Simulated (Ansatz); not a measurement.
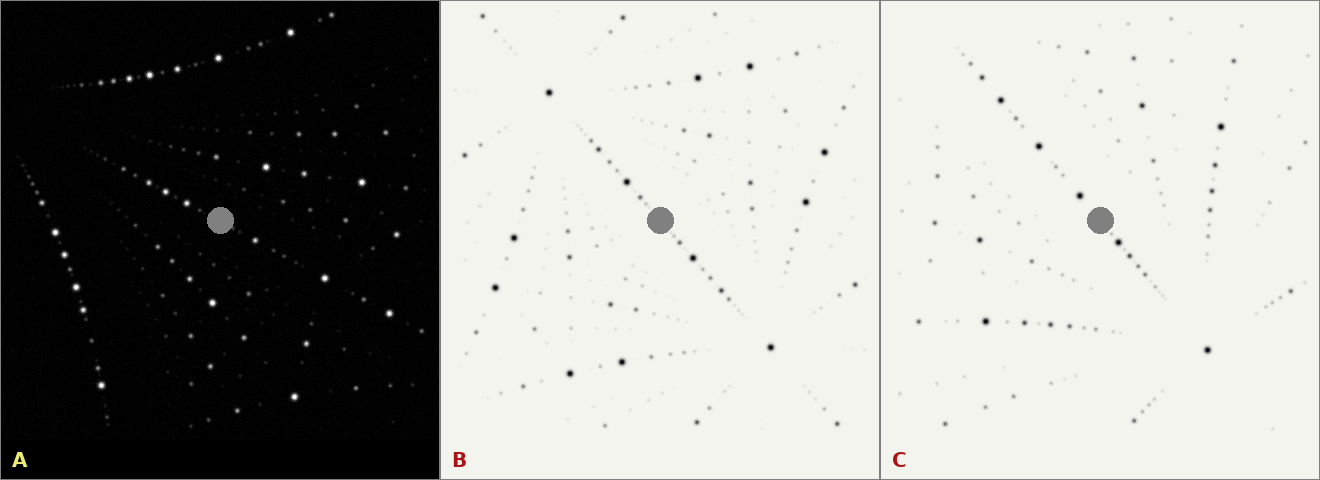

Simulated back-reflection Laue patterns (white X-rays, 0.45 to 2.2 Å, flat plate covering ±45° about the beam, kinematic intensities, seen from the source). Crystal: Ru, space group Cmcm (No. 63), a = 2.675 Å, b = 7.879 Å, c = 2.659 Å. Structure: coordinates from a relaxation with Ansatz, DFT, LDA (PW92), plane waves (420 eV) with PAW, scalar-relativistic; the starting structure was generated, so it need not be a known form of this composition.

```
Ru
1.0
     2.67464    0.00000    0.00000
     0.00000    7.87857    0.00000
     0.00000    0.00000    2.65900
Ru
4
Cartesian
  1.3373 6.7464 1.9942
  0.0000 5.0714 0.6647
  0.0000 2.8072 1.9942
  1.3373 1.1321 0.6647
```

The directions [100], [110], [111] point towards the source, in some order. Which is which?

Answer. A: [111], symmetry 1 (no symmetry). B: [100], symmetry 2mm (a twofold axis with two mirror lines). C: [110], symmetry m (one mirror line). The Laue class is mmm.
